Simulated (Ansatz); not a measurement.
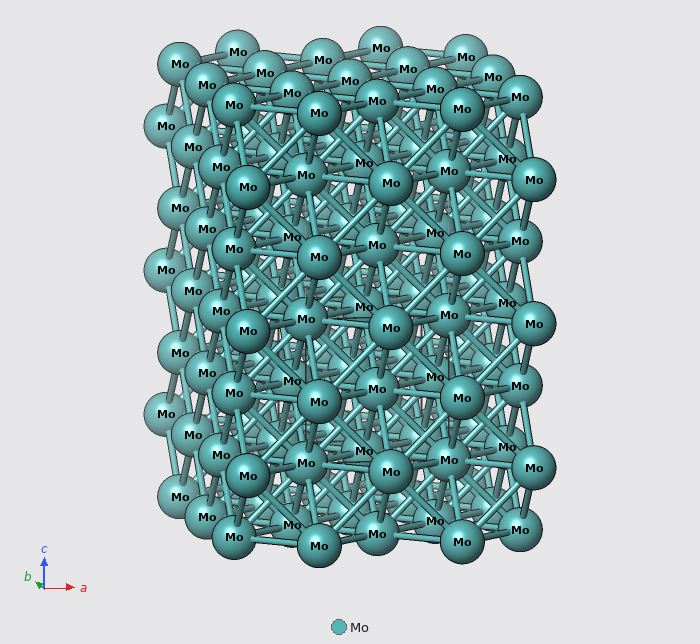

The compound is Mo (space group Fm-3m, No. 225), taken as coordinates from a relaxation with DFT PBE, scalar-relativistic, plane waves, PAW (Ansatz).

Bonds are taken as Mo–Mo below 3.2 Å; no other contact counts. Atoms with one bond or none are removed and atoms with two bonds are replaced by edges, until no such atom is left.

### What kind of net remains, and which atoms are its nodes?

A uninodal 12-connected, three-periodic net: Mo is a 12-connected node.

### Does the net have a name?

It is the fcu net, known from cubic close packing.

### Is the net interpenetrated?

It is a single net, without interpenetration.

### Give the point symbol of each node (shortest cycle at each angle).

Mo: 3^24.4^36.5^6.

### How many nodes does the smallest cycle have?

Three.
